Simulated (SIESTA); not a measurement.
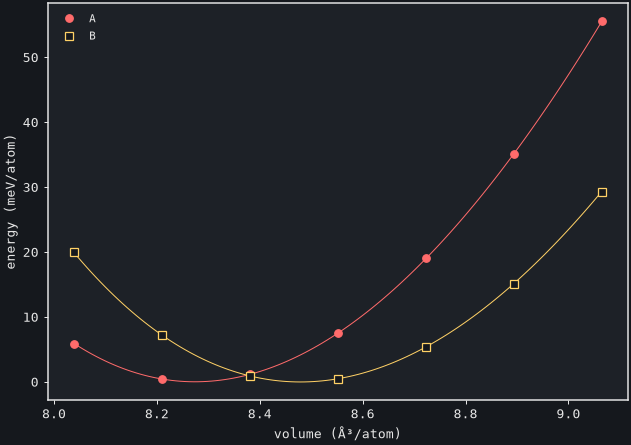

The figure compares two calculations of the energy against volume, each curve from its own zero. The first is for TiB₂, space group P6/mmm (No. 191).

The cell holds 3 atoms.

Calculation (SIESTA 5.4.2): DFT in numerical atomic orbitals with pseudopotentials, no spin polarisation; energies at scaled volumes of the given cell, shape and fractions fixed, counted from the fit's minimum, third-order Birch-Murnaghan fit. Level: LDA.

k mesh 10×10×8; occupations Fermi–Dirac; smearing width 0.05 eV; potentials PseudoDojo 0.4 standard, converted to PSML, two zetas on semicore shells; program settings basis DZP, mesh cutoff 800 Ry.

In the second, the level changes from LDA to PBEsol.

**Which of A and B is the second calculation, and what did the change do?**

B. The equilibrium volume rises from 8.27 to 8.48 Å³/atom (+2.5 %) and the bulk modulus falls from 271 to 258 GPa (−4.8 %).

For both, limits of the calculation: mulliken charges of long orbitals; shape and atomic fractions are frozen while scaling, which makes layered, chain and framework solids too stiff.

V0 and the bulk modulus come from third-order Birch–Murnaghan fits.
